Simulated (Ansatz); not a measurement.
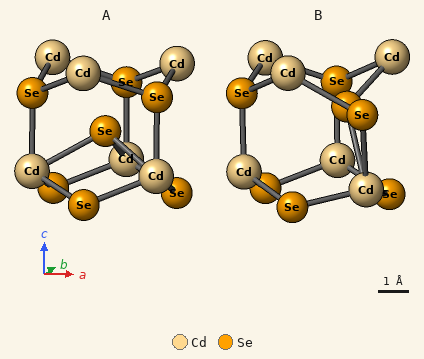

Two geometries of a defect cell of composition Cd48Se49 (cell charge +1), drawn at one scale. One is the start of a relaxation, the other its converged end. A ball-and-stick model of the atoms within 4.2 Å of the atom that moves most (axes of the cell of the calculation (origin shifted)), seen slightly off an axis.

All numbers below come from Ansatz 0.2.0, DFT, PBEsol, PAW, plane waves. Settings: plane-wave cutoff 420 eV; k-point mesh 1 × 1 × 1; mesh shifted by (0.25, 0.25, 0.25); collinear spin; atoms relaxed in a fixed cell; force threshold 0.03 eV/Å; at most 80 steps.

Question: Which of the two is the end point?

Answer: Structure B is the relaxed one. A Se atom moves most: 1.52 Å along [3 −1 2]. Largest moves by element: Se 1.52 Å, Cd 0.45 Å. The lattice vectors keep their values. Among the contacts that change: Cd–Se 2.593 → 4.306 Å, Se–Se 3.302 → 4.818 Å, Cd–Se 2.818 → 4.093 Å, Cd–Se 2.803 → 3.849 Å. New bonds form, among them: Cd–Se (3.31 → 2.65 Å). Bonds break, among them: Cd–Se (2.59 → 4.31 Å), Cd–Se (2.80 → 3.85 Å), Cd–Se (2.82 → 4.09 Å). The energy falls by 1.899 eV per cell of the calculation in 14 geometry steps. The largest force component goes from 0.69 to 0.018 eV/Å. The program noted that the starting moments weren't kept.

Limits of the set-up: the cell is charged, on a uniform background, and energies carry no finite-size correction.
